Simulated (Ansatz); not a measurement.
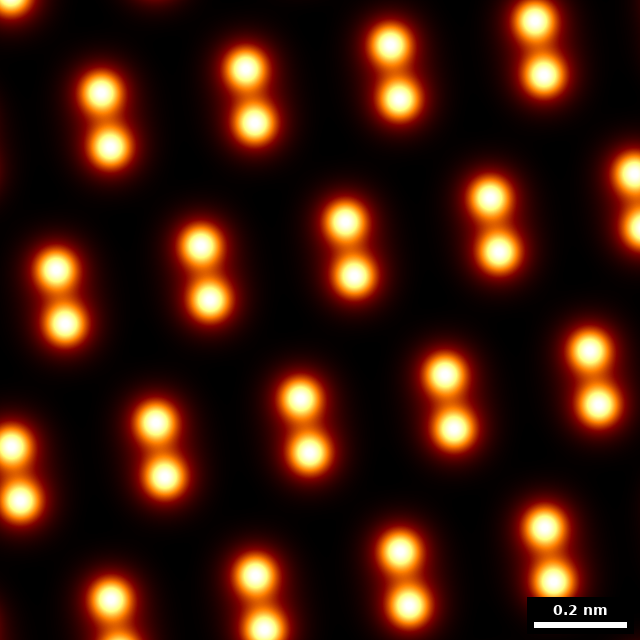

iDPC-like image of I (P6_3/mmc, No. 194) along [101]. Simulated as the projected potential of neutral atoms (B = 0.5 Å²) blurred by a 0.50 Å probe, the thin-sample limit of integrated differential phase contrast. Model: the geometry relaxed with Ansatz 0.2.0, DFT r2SCAN, scalar-relativistic, plane waves, PAW; the starting structure was generated, so it need not be a known form of this composition.

**Interpret the image.**

The columns repeat on a centred rectangular net of 3.21 × 7.31 Å (plane group c2mm). All columns are alike (I). The shortest distance between visible columns is 1.22 Å in projection. Along the beam the structure repeats every 6.49 Å.
